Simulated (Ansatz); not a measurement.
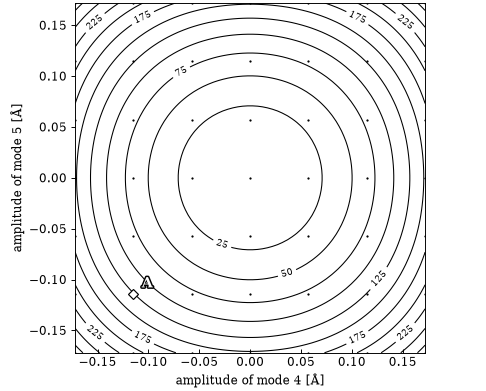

ZrC (Fm-3m, No. 225; 2 atoms in the cell). The energy is mapped over two normal modes frozen in (zone-centre modes of the 2-atom cell of this scan). First axis: amplitude of mode 4 (450 cm⁻¹), largest displacement. Second axis: amplitude of mode 5 (450 cm⁻¹), largest displacement. Nothing is relaxed (the cell and all other modes fixed). The scan uses a 7 × 7 grid; 10 points were computed and 39 follow by symmetry. Points are written as (first, second). All energies are given in meV per cell relative to the lowest grid point. The lowest point has no gap; 4 points of the grid have one on the k-mesh. Method: DFT LDA, scalar-relativistic, plane waves, PAW in Ansatz. Settings: cutoff 520 eV, k-mesh 16×16×16, gaussian smearing 0.15 eV, no spin polarisation.

Drawn: contour lines labelled in meV, dots at the grid points, the point A. Between grid points the surface is interpolated.

**Is A at rest? If not, where is it pushed?**

A, at (−0.115 Å, −0.115 Å), is not a stationary point. The computed force is 1100 meV for each Å towards larger values of the first coordinate and 1100 meV for each Å towards larger values of the second coordinate.
